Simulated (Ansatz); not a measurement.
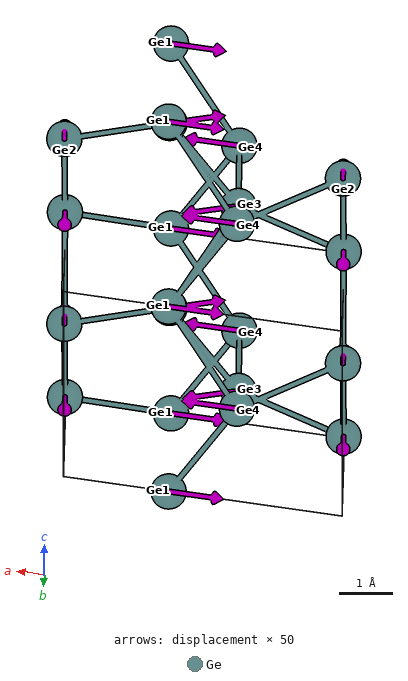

A relaxation of crystalline Ge (a generated structure, set up in P6_522) (coarse preliminary run). The starting structure is drawn; purple arrows show the displacements (the part carried along by the change of the cell is left out), magnified 50 times.

A ball-and-stick model of the cell of the calculation, repeated 1 × 1 × 2 with one cell outlined, seen from a free direction.

The calculation used DFT PBE, scalar-relativistic, plane waves, PAW (Ansatz 0.2.0).

The input:
```yaml
crystal:
  lattice:
    - [6.20551832, 0.0, 0.0]
    - [-3.10275916, 5.37413651, 0.0]
    - [0.0, 0.0, 3.65965894]
  atoms:
    - { symbol: Ge, position: [0.6226507, 0.0, 0.0] }
    - { symbol: Ge, position: [0.0, 0.6226507, 0.66666667] }
    - { symbol: Ge, position: [0.3773493, 0.3773493, 0.33333333] }
    - { symbol: Ge, position: [0.3773493, 0.0, 0.5] }
    - { symbol: Ge, position: [0.0, 0.3773493, 0.16666667] }
    - { symbol: Ge, position: [0.6226507, 0.6226507, 0.83333333] }
basis:
  ecutwfc: 420
kpoints:
  mp_grid: { grid: [3, 3, 6] }
hamiltonian:
  xc: pbe
scf:
  occupations: { method: gaussian, width: 0.1 }
  lower_state_search: "off"
output:
  forces: true
  stress: true
  eigenvalues: true
relax:
  adjacent_minimum: "off"
  f_tol: 0.04
  max_steps: 70
  cell: { stress_tol: 0.4 }
```

Command:
```bash
ansatz run input.yaml --threads 1 --pin off --max-ram 2560MiB --backend cpu --events-out ev --progress --plain --runs-dir out
```

Q: What happened in the run?

A: The energy falls by 117 meV per atom in 3 accepted moves (4 points after the start). Largest force component: 0.29 eV/Å at the start, 0.01 eV/Å at the end. Pressure: 11.56 GPa at the start and 0.19 GPa at the end. The SCF was repeated once at an unchanged geometry on a basis and grid sized afresh for the cell, which shifted the energy by 1.6 meV per atom at most. The largest moves relative to the cell, 0.025 Å, are those of Ge1, Ge2, Ge3, Ge4, Ge5 and Ge6. Ge5 goes along +b. Cell: a = b 6.206 → 6.407 Å (+3.2 %), c 3.660 → 3.970 Å (+8.5 %). Volume +15.6 %. Near-neighbour distances that change, for instance: Ge1–Ge4 2.380 → 2.501 Å, Ge1–Ge5 2.420 → 2.531 Å. Among the angles between lasting bonds that change: Ge4–Ge1–Ge4 100.5° → 105.1°. The space group stays P6_522 (No. 179).
